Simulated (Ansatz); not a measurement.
Consider TiCo₃.

Input

```
crystal:
  lattice:
    - [3.5510408289, 0.0, 0.0]
    - [0.0, 3.5510408289, 0.0]
    - [0.0, 0.0, 3.5510408289]
  atoms:
    - { symbol: Ti, position: [0.0, 0.0, 0.0] }
    - { symbol: Co, position: [0.0, 0.5, 0.5], spin: 0.3 }
    - { symbol: Co, position: [0.5, 0.0, 0.5], spin: 0.3 }
    - { symbol: Co, position: [0.5, 0.5, 0.0], spin: 0.3 }
basis:
  ecutwfc: 420
kpoints:
  mp_grid: { grid: [12, 12, 12] }
hamiltonian:
  xc: pbesol
scf:
  occupations: { method: gaussian, width: 0.1 }
output:
  forces: true
  stress: true
  eigenvalues: true
  populations: true
  write_density: true
  write_potential: true
  elf: true
  volumetric_format: npy
magnetization:
  spin_polarized: true
relax:
  adjacent_minimum: "off"
  f_tol: 0.008
  max_steps: 50
  cell: { stress_tol: 0.08, p_target: -2.0 }
```

Command:

```sh
ansatz run input.yaml --threads 1 --pin off --max-ram 2560MiB --backend cpu --events-out ev --progress --plain --runs-dir out
```

Below, planes, directions and counts refer to the conventional cell (a = 3.54 Å, b = 3.54 Å, c = 3.54 Å, α = 90.00°, β = 90.00°, γ = 90.00°).

The fields are those of the run's last geometry, not of the input's.

Space group Pm-3m; spin-polarised.

Level of theory: DFT PBEsol, scalar-relativistic, plane waves, PAW in Ansatz.

What can the converged valence pseudo-density and electron localisation function tell about the bonding?

Answer. Ti–Co (2.50 Å): ρ is about 0.33 e/Å³ halfway; the ELF is about 0.20 at the midpoint: no shared electron pair shows on this line.
Co–Co (2.50 Å): ρ is about 0.35 e/Å³ halfway; the ELF is about 0.30 at the midpoint.

Metal or insulator at this level of theory?

Answer. It is metallic or semimetallic at this level of theory: no gap opens.

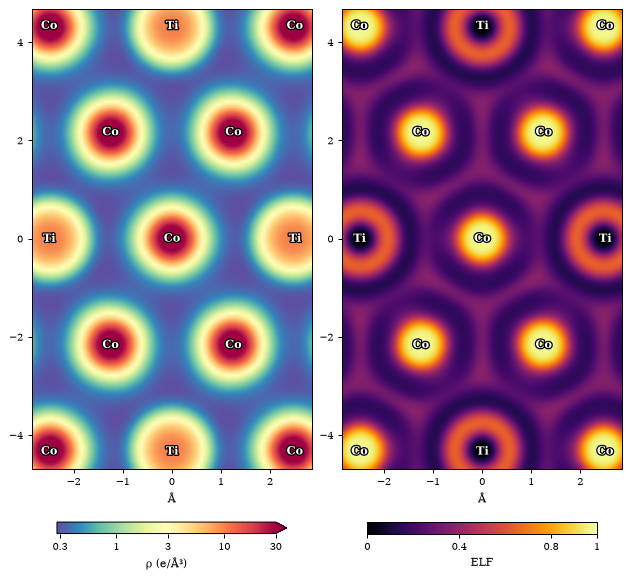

Computed valence pseudo-density and electron localisation function on the (111) plane of the conventional cell, in this order. 

In a PAW calculation such maps are meaningful between the atoms, not at the nuclei.
